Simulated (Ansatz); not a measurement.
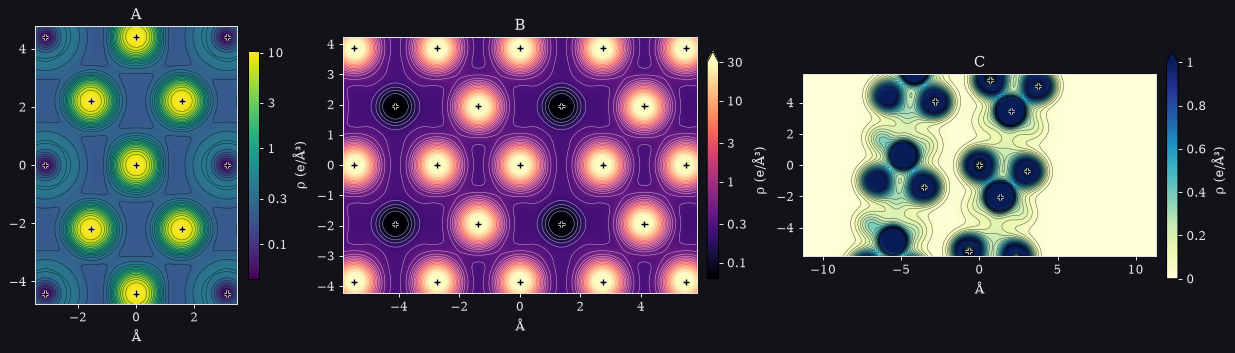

The valence electron density of 3 systems, each on a plane through atoms (crosses mark nuclei in the plane).

Level of theory: Kohn-Sham DFT of a periodic cell, PBEsol, Ansatz PAW (Ansatz 0.2.0).

System 1: MoS2, the (111) plane of the conventional cell. Space group P-3m1; a structure from a database of computed crystals, not necessarily the ambient phase.

```xyz
6
Lattice="3.1845 0.0000 0.0000 -1.5923 2.7579 0.0000 0.0000 0.0000 21.6705" Properties=species:S:1:pos:R:3 pbc="T T T"
Mo    0.0000    1.8386   18.4451
Mo    1.5923    0.9193    3.2254
S     1.5923    0.9193   16.8950
S     0.0000    1.8386    1.6740
S     1.5923    0.9193   19.9965
S     0.0000    1.8386    4.7755
```

System 2: AlNi3, the (011) plane of the conventional cell. Space group Fm-3m; a structure from a database of computed crystals, not necessarily the ambient phase; computed pressure about 13 GPa in this cell; the program warned that a starting moment wasn't kept; spin-polarised, but the moments vanished.

```
Ni Al
1.0
     5.48938    0.00000    0.00000
     0.00000    5.48938    0.00000
     0.00000    0.00000    5.48938
Ni Al
12 4
Cartesian
  4.1170 1.3723 1.3723
  1.3723 4.1170 1.3723
  1.3723 1.3723 4.1170
  4.1170 4.1170 4.1170
  0.0000 0.0000 0.0000
  2.7447 2.7447 0.0000
  2.7447 0.0000 2.7447
  0.0000 2.7447 2.7447
  1.3723 1.3723 1.3723
  4.1170 4.1170 1.3723
  4.1170 1.3723 4.1170
  1.3723 4.1170 4.1170
  2.7447 0.0000 0.0000
  0.0000 2.7447 0.0000
  0.0000 0.0000 2.7447
  2.7447 2.7447 2.7447
```

System 3: Ti3Si, the (011) plane of the conventional cell. Space group Fm-3m; a structure from a database of computed crystals, not necessarily the ambient phase; computed pressure about −2 GPa in this cell.

> Which map belongs to which system?

Panel A is system 3, Ti3Si: the plane holds Ti and Si. Ti–Ti (2.70 Å): ρ at the midpoint is about 0.23 e/Å³. Panel B is system 2, AlNi3: the plane holds Ni and Al. Ni–Ni (2.38 Å): ρ is about 0.39 e/Å³ halfway. Panel C is system 1, MoS2: the plane holds Mo and S. Mo–S (2.40 Å): ρ at the midpoint is about 0.61 e/Å³.
